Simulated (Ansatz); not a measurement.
Geometry relaxation of GaAs (part 2 of 2)

The same run, continued: GaAs (slab, 6 atoms in the cell); DFT PBEsol, scalar-relativistic, plane waves, PAW, no spin polarisation (Ansatz 0.2.0); cutoff 420 eV, 7×7×1 k-mesh, Gaussian smearing of 0.05 eV. The structure derives from an entry of the Crystallography Open Database. The input holds or restrains some coordinates. Forces given for the steps count only the free coordinates. It belongs to a series of runs on one base structure; here: clean slab, lower half held.

Geometry of the input (Å; fractional positions):
```
4.0010  0.0000  0.0000
0.0000  4.0010  0.0000
0.0000  0.0000  24.0728
As 0.0000  0.5000  0.3531
Ga 0.5000  0.5000  0.4119
As 0.5000  0.0000  0.4706
Ga 0.0000  0.0000  0.5294
As 0.0000  0.5000  0.5881
Ga 0.5000  0.5000  0.6469
```

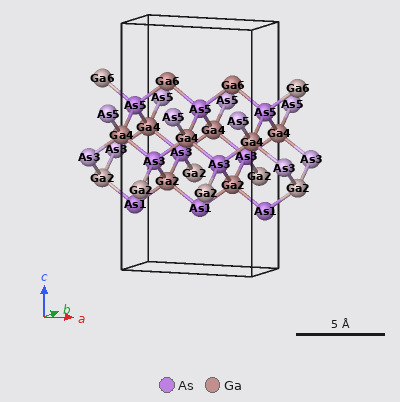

**Figure 1.** The geometry at step 2 of the log (ball-and-stick view of the 2 × 1 repeat of the cell, with the vacuum cut short, seen slightly off an axis; neighbours outside the cell are drawn fainter; atoms are numbered from 1 in the order of the input).

```
WARN: The output density's exchange-correlation potential varies sharply where the density is thin. Do not read a vacuum level from v_tot or v_xc, or from such a field of the output density. On a cell that repeats whose density bears no net charge and no dipole along the vacuum's axis use v_es (v_loc + v_h of the components); under efield.dipole_correction with no amplitude use v_es + v_field, which holds any external_charges[].barrier, or the levels of the report's work_function block, which leave it out; under a non-zero efield.amplitude the vacuum is tilted and has no level; on a cell that repeats and bears such a dipole with no correction it is tilted too, and efield.dipole_correction with no amplitude gives each side of its ramp a level where efield: is served; in a cell that repeats whose density bears a net charge (total_charge, or a fill off its count) it is curved and has none; of a slab under crystal.periodic whose density bears no net charge use v_es, which has a level on each side, short of where the two are joined; of another it falls or rises all the way out and has none; of a slab beside external_charges read slab_vacuum_level instead, which it has where they leave it neutral. The grid or the basis barely resolves most such structure, and the values can differ between equally converged runs; as a rule a tighter scf.convergence.dr2_threshold does not remove it. Where the density itself ripples (under the LDA too) a higher basis.ecutwfc lessens it. The files hold the spikes' plane waves up to the density's cutoff. Files: v_tot_of_output_density and the like, and their columns of v_z.tsv (output.write_potential); v_xc_of_output_density and the like, and their columns of v_comp_z.tsv (output.write_potential_components). Measured: with its Gaussian average of σ = 0.25 Å subtracted twice, the exchange-correlation potential is over 0.1 eV at 8 of the grid points where the equally averaged density (valence and model cores) is under 1e-3 e/Å³, and 0.124 eV at the most among them, at an averaged density of 9.3e-4 e/Å³. The input density's (outcome.potential() and, of a run that writes arrays, v_tot and v_xc) is over 0.1 eV, so measured, at 16 points of its own thin density, 0.261 eV at the most. See output.write_potential in the manual, Limitations
SCF converged after 7 iterations
Free energy (F): -25667.194129 eV
Harris-Foulkes:  -25667.194129 eV  (|F-HF|=4.57e-8)
Internal energy: -25667.183981 eV  (E = F + TS)
E sigma→0 (E₀):  -25667.189055 eV
Entropy (-TS):   -0.010148 eV (-1.691 meV/atom)
Fermi energy:    -0.548361 eV
Dipole field:    D = 0.053675 V/Å  (p = 0.114307 e·Å, saw-weighted, corrected)
Work function:   Φ+ = 4.5156 eV   Φ− = 5.8077 eV
Levels:          The Fermi level and band energies are counted from a zero that moves with the ramp; work functions are not
--- Per-component energies (eV) ---
  E_band       = -1647.093680
  E_kinetic    = 652.364593
  E_local      = -79025.379374  (includes V_loc(G=0)·N_el)
  E_nonlocal   = -731.866031
  E_hartree    = 39197.364491
  E_xc         = -438.805581
  E_vxc        = -407.790350  (∫ρ·V_xc dr)
  E_paw        = -11220.851225  (= ΣΔE_a)
  E_vpaw       = -529.309265  (= ΣTr[D̂ρ^β])
  E_aug_tail   = -0.000339  (compensation charges beyond the density's cutoff)
  E_efield     = 0.003068  (sawtooth field / dipole correction)
  E_vefield    = 0.206984  (∫n·V_field dr)
  E_ewald      = 25894.498198
  E_core_change = 5.488220  (= ΣΔE_core)
  E_smearing   = -0.010148  (= −TS)
  E_closure    = -0.000000  (closes the sum)
  Σ components = -25667.194129   (vs F -25667.194129, Δ=0.00e0)
--- Forces (eV/Å), atoms counted from 1 ---
  atom   1  As     0.00000000     0.00000000     0.26527449
  atom   2  Ga     0.00000000     0.00000000    -0.54424964
  atom   3  As     0.00000000     0.00000000     0.27538061
  atom   4  Ga     0.00000000     0.00000000     0.00821146
  atom   5  As     0.00000000     0.00000000    -0.00998920
  atom   6  Ga     0.00000000     0.00000000     0.00537572
  max |Σ_I F_I| component: 3.45e-6 eV/Å
--- Band table (eV; the first three rows and the last of 16) ---
  k-point 0: bands = ["-35.8028", "-35.8024", "-35.7794", "-35.7352", "-35.7274", "-35.7174", "-35.7125", "-35.6994", "-35.6895", "-35.6855", "-35.3562", "-35.3222", "-35.3081", "-35.2130", "-35.2056", "-15.3816", "-15.3053", "-15.2912", "-15.2882", "-15.2558", "-15.2214", "-15.2112", "-15.1980", "-15.1686", "-15.1431", "-14.7960", "-14.7511", "-14.6931", "-14.6755", "-14.6348", "-12.8202", "-11.7993", "-10.4309", "-6.6359", "-4.5797", "-2.7545", "-2.7063", "-2.1758", "-1.6937", "-1.5659", "-0.6091", "-0.1174", "0.5932", "1.1846", "1.3957", "1.9260", "2.1282", "2.7979", "3.1982", "3.9278", "4.0198"]
  k-point 1: bands = ["-35.8027", "-35.8025", "-35.7794", "-35.7350", "-35.7275", "-35.7174", "-35.7125", "-35.6995", "-35.6893", "-35.6856", "-35.3560", "-35.3223", "-35.3081", "-35.2130", "-35.2056", "-15.3802", "-15.3164", "-15.2877", "-15.2823", "-15.2544", "-15.2236", "-15.2128", "-15.1990", "-15.1682", "-15.1427", "-14.7992", "-14.7510", "-14.6927", "-14.6746", "-14.6366", "-12.6743", "-11.6973", "-10.4197", "-6.5558", "-4.8878", "-3.2380", "-3.0630", "-2.6316", "-1.6250", "-1.2070", "-0.6301", "-0.5613", "0.3085", "1.4113", "1.6864", "2.0638", "2.6388", "2.9166", "3.5935", "4.0834", "4.1321"]
  k-point 2: bands = ["-35.8027", "-35.8024", "-35.7794", "-35.7347", "-35.7276", "-35.7174", "-35.7124", "-35.6996", "-35.6887", "-35.6857", "-35.3555", "-35.3224", "-35.3082", "-35.2130", "-35.2056", "-15.3814", "-15.3280", "-15.2866", "-15.2711", "-15.2515", "-15.2283", "-15.2159", "-15.2012", "-15.1673", "-15.1419", "-14.8117", "-14.7441", "-14.6919", "-14.6729", "-14.6405", "-12.2698", "-11.4590", "-10.4466", "-6.4644", "-5.6106", "-4.5563", "-3.2438", "-2.2927", "-1.4785", "-1.3980", "-0.9394", "-0.7214", "-0.2835", "0.8813", "1.8519", "2.1233", "2.5674", "4.3653", "4.4100", "4.5473", "5.0091"]
  k-point 15: bands = ["-35.8028", "-35.8020", "-35.7797", "-35.7332", "-35.7280", "-35.7178", "-35.7113", "-35.6998", "-35.6879", "-35.6861", "-35.3547", "-35.3227", "-35.3083", "-35.2134", "-35.2046", "-15.3862", "-15.3566", "-15.2708", "-15.2529", "-15.2391", "-15.2375", "-15.2160", "-15.2105", "-15.1980", "-15.1155", "-14.8060", "-14.7466", "-14.7055", "-14.6559", "-14.6406", "-10.8707", "-10.7268", "-9.7095", "-7.1164", "-6.5815", "-6.2353", "-3.8202", "-3.6591", "-3.1684", "-2.8998", "-1.4191", "-1.2376", "-0.7872", "-0.0761", "2.1036", "2.3390", "3.0636", "3.1209", "4.4818", "4.9547", "5.5040"]
--- Relaxed structure (3 steps of the walk, 3 accepted, 0 SCFs on fresh bases) ---
  F+E_penalty+E_count = -25667.19412904 eV   max|allowed force component| = 9.989e-3 eV/Å
  atoms:
    - { symbol: As, position: [0.0, 0.5, 0.3530949675] }
    - { symbol: Ga, position: [0.5, 0.5, 0.4118569805] }
    - { symbol: As, position: [0.5, 0.0, 0.4706189935] }
    - { symbol: Ga, position: [0.0, 0.0, 0.528084706717449] }
    - { symbol: As, position: [0.0, 0.5, 0.5884304787366368] }
    - { symbol: Ga, position: [0.5, 0.5, 0.6494729292386925] }
```

### Trajectory as extended XYZ (Å, eV, eV/Å), 3 frames, from step=1 to step=3
```
6
Lattice="4.0010 0.0000 0.0000 0.0000 4.0010 0.0000 0.0000 0.0000 24.0728" Properties=species:S:1:pos:R:3:forces:R:3 step=1 energy=-25667.17852
As    0.0000    2.0005    8.5000    0.0000   0.0000   0.2632
Ga    2.0005    2.0005    9.9146    0.0000   0.0000  -0.5288
As    2.0005    0.0000   11.3291    0.0000   0.0000   0.4347
Ga    0.0000    0.0000   12.7437    0.0000   0.0000  -0.4125
As    0.0000    2.0005   14.1583    0.0000   0.0000  -0.0613
Ga    2.0005    2.0005   15.5728    0.0000   0.0000   0.3049
6
Lattice="4.0010 0.0000 0.0000 0.0000 4.0010 0.0000 0.0000 0.0000 24.0728" Properties=species:S:1:pos:R:3:forces:R:3 step=2 energy=-25667.19405
As    0.0000    2.0005    8.5000    0.0000   0.0000   0.2652
Ga    2.0005    2.0005    9.9146    0.0000   0.0000  -0.5445
As    2.0005    0.0000   11.3291    0.0000   0.0000   0.2887
Ga    0.0000    0.0000   12.7141    0.0000   0.0000   0.0038
As    0.0000    2.0005   14.1691    0.0000   0.0000  -0.0325
Ga    2.0005    2.0005   15.6347    0.0000   0.0000   0.0194
6
Lattice="4.0010 0.0000 0.0000 0.0000 4.0010 0.0000 0.0000 0.0000 24.0728" Properties=species:S:1:pos:R:3:forces:R:3 step=3 energy=-25667.19413
As    0.0000    2.0005    8.5000    0.0000   0.0000   0.2653
Ga    2.0005    2.0005    9.9146    0.0000   0.0000  -0.5443
As    2.0005    0.0000   11.3291    0.0000   0.0000   0.2754
Ga    0.0000    0.0000   12.7125    0.0000   0.0000   0.0082
As    0.0000    2.0005   14.1652    0.0000   0.0000  -0.0100
Ga    2.0005    2.0005   15.6347    0.0000   0.0000   0.0054
```

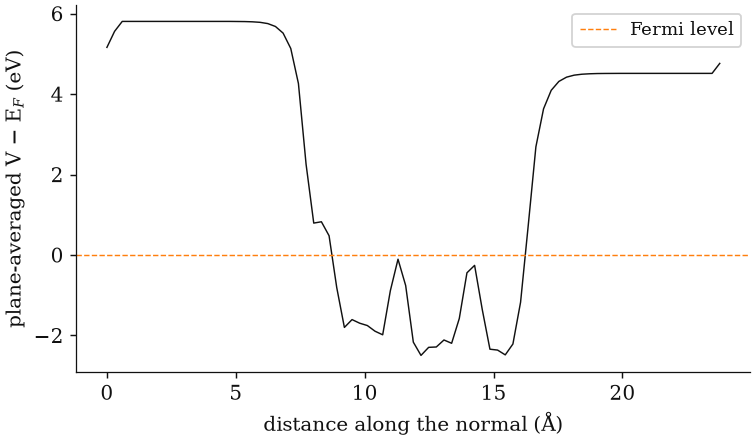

**Figure 2.** Plane average of the electrostatic potential energy of an electron across the cell, from the Fermi level. The vacuum level lies 4.52 eV above the Fermi level on the upper side and 5.81 eV on the lower.

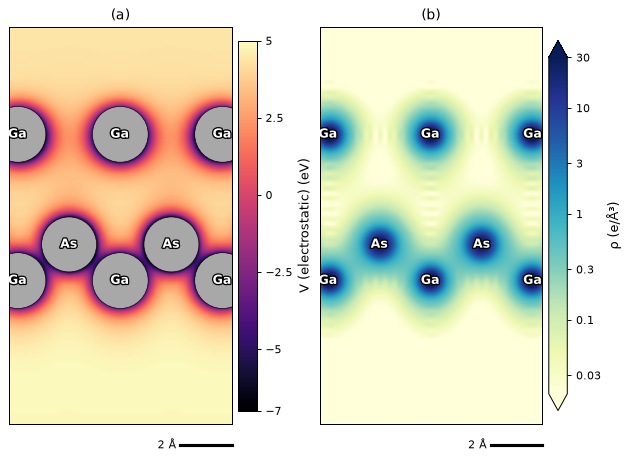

**Figure 3.** (a) electrostatic potential (local pseudopotential plus Hartree) felt by an electron; (b) valence pseudo-density on the (100) plane of the calculation cell, a cut from vacuum to vacuum. Grey discs, where drawn, cover atomic cores. The section cuts through Ga and As sites. Ga–As (2.45 Å): ρ at the midpoint is about 0.48 e/Å³. Ga–As (2.45 Å): the density is about 0.48 e/Å³ at the midpoint. The density dies away to nearly zero in the vacuum. The fields are those of the smooth PAW valence density.

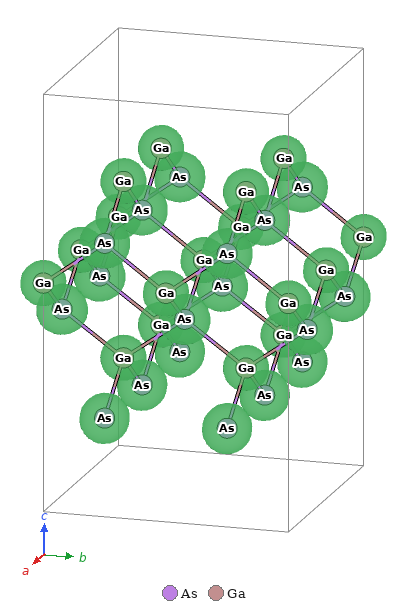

**Figure 4.** Isosurface of the valence electron density at 1 e/Å³ (green), seen slightly off an axis. Sticks mark near contacts. At this value the density breaks into separate islands; it holds about 70 % of the electrons treated as valence (semicore included). It is pinched off along the Ga–As (2.43 Å) and Ga–As (2.47 Å) contacts. On the grid the lowest density along these lines, outside the cores, is 0.49 e/Å³ (Ga–As, 2.43 Å) and 0.44 e/Å³ (Ga–As, 2.47 Å).

### Results in brief

| quantity | value |
| --- | --- |
| outcome | converged under the restraints of the input |
| electrons treated | 84 |
| free energy | −25667.1941 eV |
| work function, top face | 4.52 eV |
| work function, bottom face | 5.81 eV |
| Fermi energy | −0.548 eV |
| gap on the k-point mesh | none (metallic) |
| final volume | 385.36 Å³ |
| work function (upper face) | 4.52 eV |
| largest force (length of the vector) at the end, held atoms and coordinates included | 0.544 eV/Å |
| hardware | 2 threads of Arm Neoverse V2, 24 GiB of memory available, shared host |
| wall time | 62 s (CPU time 2 min) |
| peak memory | 0.69 GiB |

### Notes

The program warns: the exchange-correlation potential is rough where the density is thin.
